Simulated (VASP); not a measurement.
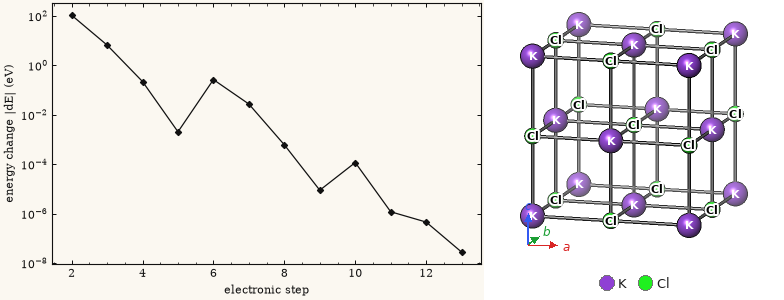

Beside the plot: the structure in its conventional cell.

The plot shows the electronic steps of a calculation: energy change |dE|.

Program: VASP.

INCAR
```
ENCUT = 520.000000
SIGMA = 0.010000
EDIFF = 1.00e-07
GGA = CA
PREC = Accurate
IBRION = -1
ISIF = 2
ISMEAR = 0
NBANDS = 15
NELM = 120
NSW = 0
LASPH = .TRUE.
LCHARG = .FALSE.
LWAVE = .FALSE.
LREAL = .FALSE.
```

KPOINTS
```
KPOINTS created by Atomic Simulation Environment
0
Gamma
8 8 8
0 0 0
```

POSCAR
```
K  Cl
 1.0000000000000000
     0.0000000000000000    3.1448483195468158    3.1448483195468158
     3.1448483195468158    0.0000000000000000    3.1448483195468158
     3.1448483195468158    3.1448483195468158    0.0000000000000000
 K   Cl
   1   1
Cartesian
 -0.0000000000000000 -0.0000000000000000 -0.0000000000000000
  3.1448483195468158  3.1448483195468158  3.1448483195468158
```

Question: Did the calculation converge?

Answer: It converged, after 13 steps. The energy change falls unevenly and jumps up by a factor of two or more twice on the way down, most sharply at step 6 (by a factor of about 100). The jump at step 6 comes where the charge density, held fixed for the first 5 steps, starts to be updated.

Question: Read the energy change at the first and at the last step drawn.

Answer: It starts near 100 and ends near 3 × 10⁻⁸ eV.
